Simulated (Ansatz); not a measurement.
Crystal: Co, coordinates from a relaxation at fixed volume with DFT PBE, scalar-relativistic, plane waves, PAW (Ansatz).

```cif
data_structure
_symmetry_space_group_name_H-M 'P6_3/mmc'
_symmetry_Int_Tables_number 194
_cell_length_a 2.3898
_cell_length_b 2.3898
_cell_length_c 3.8607
_cell_angle_alpha 90.000
_cell_angle_beta 90.000
_cell_angle_gamma 120.000
_cell_volume 19.09
loop_
_atom_site_label
_atom_site_type_symbol
_atom_site_symmetry_multiplicity
_atom_site_Wyckoff_symbol
_atom_site_fract_x
_atom_site_fract_y
_atom_site_fract_z
_atom_site_occupancy
Co1 Co 2 c 0.33333 0.66667 0.25000 1
```

Q: What does its first Brillouin zone look like, and which path through it is standard?

A: It has a primitive hexagonal lattice (hP; extended symbol hP2). The zone is a hexagonal prism in its combinatorial type: 8 faces (6 with 4 edges, 2 with 6 edges), 18 edges, 12 vertices. Path: Γ–M–K–Γ–A–L–H–A | L–M | H–K.

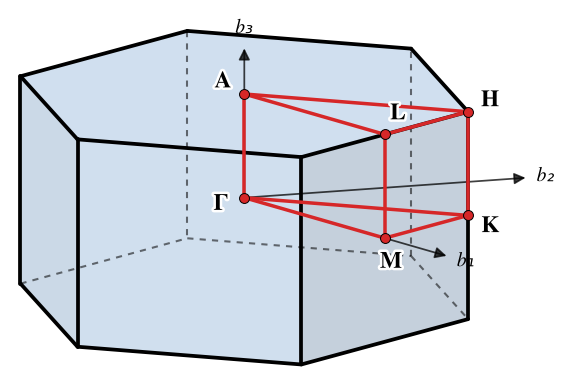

Labels and path follow the convention of Hinuma et al. (2017), as computed by seekpath; the arrows show the directions of the reciprocal primitive vectors b₁, b₂, b₃, in which coordinates are given; lengths include the factor 2π.

| point | k₁ | k₂ | k₃ | length of k (1/Å) |
| --- | --- | --- | --- | --- |
| Γ | 0 | 0 | 0 | 0.000 |
| A | 0 | 0 | 1/2 | 0.814 |
| K | 1/3 | 1/3 | 0 | 1.753 |
| H | 1/3 | 1/3 | 1/2 | 1.932 |
| M | 1/2 | 0 | 0 | 1.518 |
| L | 1/2 | 0 | 1/2 | 1.722 |
